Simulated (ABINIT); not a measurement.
## Geometry relaxation, with input and output: HfC (part 1 of 2)

System: HfC (Fm-3m, 2 atoms in the cell).
Method: Kohn-Sham DFT of a periodic cell, PBEsol, PseudoDojo NC SR PBEsol v0.4.1 standard, no spin polarisation (ABINIT 10.8.3).

The structure derives from an entry of the Crystallography Open Database.

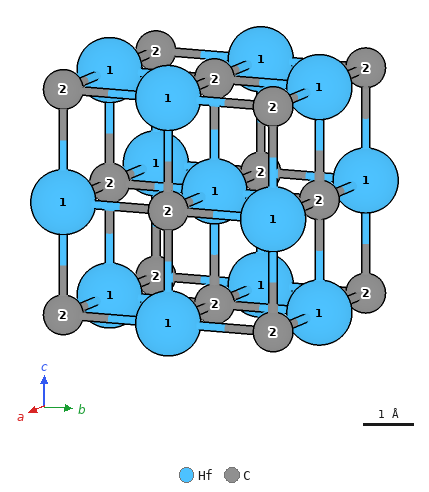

Fig. 1: The structure as given in the input (ball-and-stick view of the cell 4 times as large as that of the calculation, set on its symmetry axes, seen slightly off an axis; atoms are numbered from 1 in the order of the input). An atom can appear more than once, as a periodic image. Near neighbours in the periodic cell (some may lie outside the picture): Hf has 6 C at 2.33 Å; C has 6 Hf at 2.33 Å.

### Summary

- outcome: converged
- space group (tolerance 0.01 Å): Fm-3m (225)
- electrons treated: 16
- free energy: −1699.6428 eV
- Fermi energy: 11.324 eV
- gap on the k-point mesh: none (metallic)
- pressure: 0.00 GPa
- final volume: 24.49 Å³
- largest force (length of the vector) at the end: under 0.001 eV/Å
- final cell: a = 3.260 Å, b = 3.260 Å, c = 3.260 Å, α = 60.00°, β = 60.00°, γ = 60.00°
- hardware: 1 thread of Arm Neoverse V1, 112 GiB of memory available, shared host
- wall time: 1.9 min
- peak memory: 0.09 GiB

### Notes

Spin–orbit coupling is left out, which matters for Hf.

### Input
```
pp_dirpath "./"
pseudos "Hf.upf, C.upf"

acell 3.2880465325 3.2880465325 3.2880465325 Angstrom
rprim
     0.0000000000     0.7071067812     0.7071067812
     0.7071067812     0.0000000000     0.7071067812
     0.7071067812     0.7071067812     0.0000000000
ntypat 2
znucl 72 6
natom 2
typat 1 2
chkprim 0
chksymtnons 0
tolsym 1.0e-6
xred
            1/2            1/2            1/2
            0.0            0.0            0.0

ecut 41.0
ecutsm 0.5

kptopt 1
ngkpt 8 8 8
nshiftk 1
shiftk 0.0 0.0 0.0

ixc -116133

nband 12
occopt 3
tsmear 0.00183747

nstep 80
tolvrs 1.0e-12

iomode 3
prteig 0
prtebands 0
prtwf 0
prtden 0

ionmov 2
optcell 2
ntime 50
tolmxf 2.0e-5
dilatmx 1.08
```

Run as:
```bash
abinit run.abi > log 2>&1
```

### What the program printed
```
.Version 10.8.3 of ABINIT
 Symmetries : space group Fm -3 m (#225); Bravais cF (face-center cubic)
================================================================================
 Values of the parameters that define the memory need of the present run
     intxc =       0    ionmov =       2      iscf =       7    lmnmax =       8
     lnmax =       8     mgfft =      40  mpssoang =       4    mqgrid =    3001
     natom =       2  nloc_mem =       1    nspden =       1   nspinor =       1
    nsppol =       1      nsym =      48    n1xccc =    2501    ntypat =       2
    occopt =       3   xclevel =       2
       mpw =        2701          nfft =       64000          nkpt =          29
================================================================================
================================================================================

--------------------------------------------------------------------------------
------------- Echo of variables that govern the present computation ------------
--------------------------------------------------------------------------------
 -outvars: echo values of preprocessed input variables --------
            acell      6.2135074357E+00  6.2135074357E+00  6.2135074357E+00 Bohr
              amu      1.78490000E+02  1.20110000E+01
          chkprim           0
      chksymtnons           0
          dilatmx      1.08000000E+00
             ecut      4.10000000E+01 Hartree
           ecutsm      5.00000000E-01 Hartree
           ionmov           2
              ixc     -116133
         kptrlatt        8    0    0      0    8    0      0    0    8
          kptrlen      4.97080595E+01
            natom           2
            nband          12
            ngfft          40      40      40
             nkpt          29
            nstep          80
             nsym          48
            ntime          50
           ntypat           2
           occopt           3
          optcell           2
           prtden           0
        prtebands           0
           prteig           0
            prtwf           0
            rprim      0.0000000000E+00  7.0710678120E-01  7.0710678120E-01
                       7.0710678120E-01  0.0000000000E+00  7.0710678120E-01
                       7.0710678120E-01  7.0710678120E-01  0.0000000000E+00
          spgroup         225
           tolmxf      2.00000000E-05
           tolsym      1.00000000E-06
           tolvrs      1.00000000E-12
           tsmear      1.83747000E-03 Hartree
            typat      1  2
           xangst      2.3250000000E+00  2.3250000000E+00  2.3250000000E+00
                       0.0000000000E+00  0.0000000000E+00  0.0000000000E+00
            xcart      4.3936132428E+00  4.3936132428E+00  4.3936132428E+00
                       0.0000000000E+00  0.0000000000E+00  0.0000000000E+00
             xred      5.0000000000E-01  5.0000000000E-01  5.0000000000E-01
                       0.0000000000E+00  0.0000000000E+00  0.0000000000E+00
            znucl       72.00000    6.00000

================================================================================

 chkinp: Checking input parameters for consistency.

================================================================================
== DATASET  1 ==================================================================

--- !DatasetInfo
iteration_state: {dtset: 1, }
dimensions: {natom: 2, nkpt: 29, mband: 12, nsppol: 1, nspinor: 1, nspden: 1, mpw: 2701, }
cutoff_energies: {ecut:  41.0, pawecutdg:  -1.0, }
electrons: {nelect:   1.60000000E+01, charge:   0.00000000E+00, occopt:   3.00000000E+00, tsmear:   1.83747000E-03, }
meta: {optdriver: 0, ionmov: 2, optcell: 2, iscf: 7, paral_kgb: 0, }
...

 Real(R)+Recip(G) space primitive vectors, cartesian coordinates (Bohr,Bohr^-1):
 R(1)=  0.0000000  4.3936132  4.3936132  G(1)= -0.1138016  0.1138016  0.1138016
 R(2)=  4.3936132  0.0000000  4.3936132  G(2)=  0.1138016 -0.1138016  0.1138016
 R(3)=  4.3936132  4.3936132  0.0000000  G(3)=  0.1138016  0.1138016 -0.1138016
 Unit cell volume ucvol=  1.6962719E+02 bohr^3
 Angles (23,13,12)=  6.00000000E+01  6.00000000E+01  6.00000000E+01 degrees

 getcut: wavevector=  0.0000  0.0000  0.0000  ngfft=  40  40  40
         ecut(hartree)=     47.822   => boxcut(ratio)=   2.06796

--- Pseudopotential description ------------------------------------------------
- pspini: atom type   1  psp file is ./Hf.upf
  72.00000  12.00000  180301                  znucl, zion, pspdat
12 -116133 3 -1 1656                          pspcod,pspxc,lmax,lloc,mmax
     nproj     2     2     2     2

- pspini: atom type   2  psp file is ./C.upf
   6.00000   4.00000  180301                  znucl, zion, pspdat
12 -116133 1 -1 1248                          pspcod,pspxc,lmax,lloc,mmax
     nproj     2     2     0     0

   4.21438400E+02                                ecore*ucvol(ha*bohr**3)
--------------------------------------------------------------------------------

================================================================================

=== [ionmov= 2] Broyden-Fletcher-Goldfarb-Shanno method (forces)
================================================================================

--- Iteration: ( 1/50) Internal Cycle: (1/1)
--------------------------------------------------------------------------------

---SELF-CONSISTENT-FIELD CONVERGENCE--------------------------------------------

--- !BeginCycle
iteration_state: {dtset: 1, itime: 1, icycle: 1, }
solver: {iscf: 7, nstep: 80, nline: 4, wfoptalg: 0, }
tolerances: {tolvrs: 1.00E-12, }
...

     iter   Etot(hartree)      deltaE(h)  residm     vres2
 ETOT  1  -62.285644625334    -6.229E+01 1.352E-01 1.062E+03
 ETOT  2  -62.269592898949     1.605E-02 5.209E-02 1.344E+03
 ETOT  3  -62.460077616755    -1.905E-01 7.282E-03 5.371E-01
 ETOT  4  -62.460248216244    -1.706E-04 1.747E-03 5.859E-02
 ETOT  5  -62.460251612835    -3.397E-06 2.906E-04 2.356E-02
 ETOT  6  -62.460255288972    -3.676E-06 4.626E-04 7.462E-04
 ETOT  7  -62.460255400598    -1.116E-07 9.716E-05 1.015E-05
 ETOT  8  -62.460255402040    -1.443E-09 1.314E-04 4.516E-07
 ETOT  9  -62.460255402113    -7.205E-11 6.397E-05 6.846E-09
 ETOT 10  -62.460255402113    -8.882E-13 1.117E-04 7.692E-12
 ETOT 11  -62.460255402112     9.948E-13 5.626E-05 4.760E-13

 At SCF step   11       vres2   =  4.76E-13 < tolvrs=  1.00E-12 =>converged.

 Cartesian components of stress tensor (hartree/bohr^3)
  sigma(1 1)=  2.09996996E-04  sigma(3 2)=  0.00000000E+00
  sigma(2 2)=  2.09996996E-04  sigma(3 1)=  0.00000000E+00
  sigma(3 3)=  2.09996996E-04  sigma(2 1)=  0.00000000E+00

--- !ResultsGS
iteration_state: {dtset: 1, itime: 1, icycle: 1, }
comment   : Summary of ground state results
lattice_vectors:
- [  0.0000000,   4.3936132,   4.3936132, ]
- [  4.3936132,   0.0000000,   4.3936132, ]
- [  4.3936132,   4.3936132,   0.0000000, ]
lattice_lengths: [   6.21351,    6.21351,    6.21351, ]
lattice_angles: [ 60.000,  60.000,  60.000, ] # degrees, (23, 13, 12)
lattice_volume:   1.6962719E+02
convergence: {deltae:  9.948E-13, res2:  4.760E-13, residm:  5.626E-05, diffor: null, }
etotal    :  -6.24602554E+01
entropy   :   0.00000000E+00
fermie    :   4.03580341E-01
cartesian_stress_tensor: # hartree/bohr^3
- [  2.09996996E-04,   0.00000000E+00,   0.00000000E+00, ]
- [  0.00000000E+00,   2.09996996E-04,   0.00000000E+00, ]
- [  0.00000000E+00,   0.00000000E+00,   2.09996996E-04, ]
pressure_GPa:  -6.1783E+00
xred      :
- [  5.0000E-01,   5.0000E-01,   5.0000E-01, Hf]
- [  0.0000E+00,   0.0000E+00,   0.0000E+00,  C]
cartesian_forces: # hartree/bohr
- [ -0.00000000E+00,  -0.00000000E+00,  -0.00000000E+00, ]
- [ -0.00000000E+00,  -0.00000000E+00,  -0.00000000E+00, ]
force_length_stats: {min:   0.00000000E+00, max:   0.00000000E+00, mean:   0.00000000E+00, }
...

 Integrated electronic density in atomic spheres:
 ------------------------------------------------
 Atom  Sphere_radius  Integrated_density
    1        2.00000          8.42395675
    2        2.00000          3.85720882

---OUTPUT-----------------------------------------------------------------------

 Cartesian coordinates (xcart) [bohr]
  4.39361324279587E+00  4.39361324279587E+00  4.39361324279587E+00
  0.00000000000000E+00  0.00000000000000E+00  0.00000000000000E+00
 Reduced coordinates (xred)
  5.00000000000000E-01  5.00000000000000E-01  5.00000000000000E-01
  0.00000000000000E+00  0.00000000000000E+00  0.00000000000000E+00
 Cartesian forces (fcart) [Ha/bohr]; max,rms= 0.00000E+00 0.00000E+00 (free atoms)
 -0.00000000000000E+00 -0.00000000000000E+00 -0.00000000000000E+00
 -0.00000000000000E+00 -0.00000000000000E+00 -0.00000000000000E+00
 Gradient of E wrt nuclear positions in reduced coordinates (gred)
  0.00000000000000E+00  0.00000000000000E+00  0.00000000000000E+00
  0.00000000000000E+00  0.00000000000000E+00  0.00000000000000E+00
 Scale of Primitive Cell (acell) [bohr]
  6.21350743566574E+00  6.21350743566574E+00  6.21350743566574E+00
 Real space primitive translations (rprimd) [bohr]
  0.00000000000000E+00  4.39361324279587E+00  4.39361324279587E+00
  4.39361324279587E+00  0.00000000000000E+00  4.39361324279587E+00
  4.39361324279587E+00  4.39361324279587E+00  0.00000000000000E+00
 Unitary Cell Volume (ucvol) [Bohr^3]=  1.69627190635752E+02
 Angles (23,13,12)= [degrees]
  6.00000000000000E+01  6.00000000000000E+01  6.00000000000000E+01
 Lengths [Bohr]
  6.21350743578395E+00  6.21350743578395E+00  6.21350743578395E+00
 Stress tensor in cartesian coordinates (strten) [Ha/bohr^3]
  2.09996996348469E-04  0.00000000000000E+00  0.00000000000000E+00
  0.00000000000000E+00  2.09996996348468E-04  0.00000000000000E+00
  0.00000000000000E+00  0.00000000000000E+00  2.09996996348468E-04
 Total energy (etotal) [Ha]= -6.24602554021124E+01

--- Iteration: ( 2/50) Internal Cycle: (1/1)
--------------------------------------------------------------------------------

---SELF-CONSISTENT-FIELD CONVERGENCE--------------------------------------------

--- !BeginCycle
iteration_state: {dtset: 1, itime: 2, icycle: 1, }
solver: {iscf: 7, nstep: 80, nline: 4, wfoptalg: 0, }
tolerances: {tolvrs: 1.00E-12, }
...

     iter   Etot(hartree)      deltaE(h)  residm     vres2
 ETOT  1  -62.459986293110    -6.246E+01 8.042E-05 8.350E+00
 ETOT  2  -62.460362180339    -3.759E-04 1.778E-05 2.318E+00
 ETOT  3  -62.460599649322    -2.375E-04 2.528E-05 6.027E-01
 ETOT  4  -62.460686474254    -8.682E-05 1.182E-05 1.058E-03
 ETOT  5  -62.460686617591    -1.433E-07 2.814E-05 4.946E-06
 ETOT  6  -62.460686618048    -4.567E-10 1.652E-05 6.445E-08
 ETOT  7  -62.460686618056    -7.674E-12 3.331E-05 1.291E-10
 ETOT  8  -62.460686618056    -2.629E-13 1.492E-05 5.466E-13

 At SCF step    8       vres2   =  5.47E-13 < tolvrs=  1.00E-12 =>converged.

 Cartesian components of stress tensor (hartree/bohr^3)
  sigma(1 1)=  5.85218568E-05  sigma(3 2)=  0.00000000E+00
  sigma(2 2)=  5.85218568E-05  sigma(3 1)=  0.00000000E+00
  sigma(3 3)=  5.85218568E-05  sigma(2 1)=  0.00000000E+00

--- !ResultsGS
iteration_state: {dtset: 1, itime: 2, icycle: 1, }
comment   : Summary of ground state results
lattice_vectors:
- [  0.0000000,   4.3659339,   4.3659339, ]
- [  4.3659339,   0.0000000,   4.3659339, ]
- [  4.3659339,   4.3659339,   0.0000000, ]
lattice_lengths: [   6.17436,    6.17436,    6.17436, ]
lattice_angles: [ 60.000,  60.000,  60.000, ] # degrees, (23, 13, 12)
lattice_volume:   1.6644144E+02
convergence: {deltae: -2.629E-13, res2:  5.466E-13, residm:  1.492E-05, diffor: null, }
etotal    :  -6.24606866E+01
entropy   :   0.00000000E+00
fermie    :   4.12757158E-01
cartesian_stress_tensor: # hartree/bohr^3
- [  5.85218568E-05,   0.00000000E+00,   0.00000000E+00, ]
- [  0.00000000E+00,   5.85218568E-05,   0.00000000E+00, ]
- [  0.00000000E+00,   0.00000000E+00,   5.85218568E-05, ]
pressure_GPa:  -1.7218E+00
xred      :
- [  5.0000E-01,   5.0000E-01,   5.0000E-01, Hf]
- [  0.0000E+00,   0.0000E+00,   0.0000E+00,  C]
cartesian_forces: # hartree/bohr
- [ -0.00000000E+00,  -0.00000000E+00,  -0.00000000E+00, ]
- [ -0.00000000E+00,  -0.00000000E+00,  -0.00000000E+00, ]
force_length_stats: {min:   0.00000000E+00, max:   0.00000000E+00, mean:   0.00000000E+00, }
...

 Integrated electronic density in atomic spheres:
 ------------------------------------------------
 Atom  Sphere_radius  Integrated_density
    1        2.00000          8.43765562
    2        2.00000          3.88216064

---OUTPUT-----------------------------------------------------------------------
```
